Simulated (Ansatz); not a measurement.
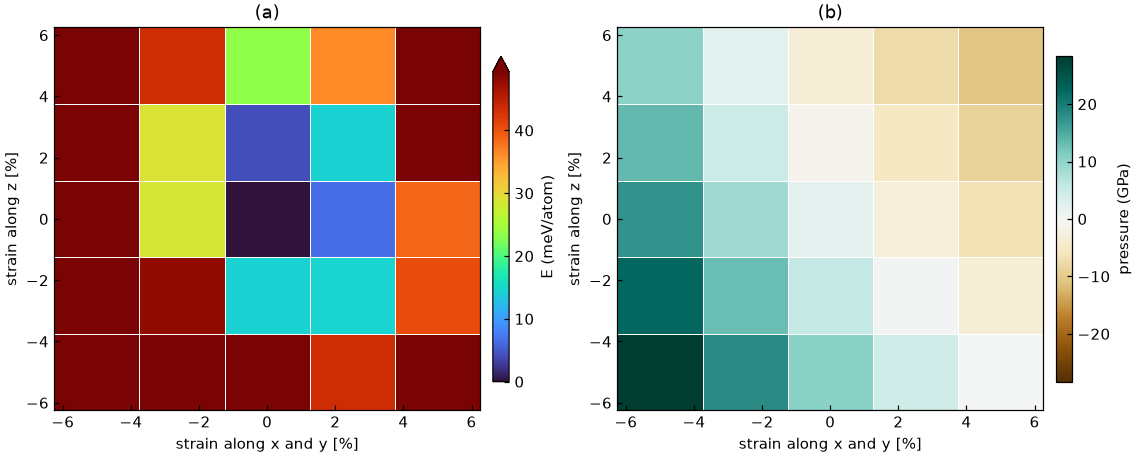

Si (P6/mmm, No. 191; 1 atom in the cell). The cell is strained homogeneously, by one strain along x and y and another along z, with fractional coordinates fixed (x along [1 0 0], z along [0 0 1] of the conventional cell). The first coordinate is: strain along x and y; the second: strain along z. Grid: 5 × 5 points. Points are written as (first, second). Energies: meV/atom, counted from the lowest grid point. The reference cell is the one listed in the database, not relaxed at this level. The calculation used DFT r2SCAN, scalar-relativistic, plane waves, PAW in Ansatz 0.2.0. Settings: cutoff 500 eV, k-mesh 24×24×20 in the order of the run's cell vectors, gaussian smearing 0.15 eV, no spin polarisation.

Panel (a) is the energy; panel (b) is the computed pressure, in GPa.

Drawn: one coloured cell a grid point, one colour for all values above the top of the scale.

### How does the pressure vary over the map, and what is it at the lowest grid point?

It runs from −10.6 GPa at (5.0 %, 5.0 %) to 28.3 GPa at (−5.0 %, −5.0 %). At the lowest grid point, (0.0 %, 0.0 %), it is 2.0 GPa.
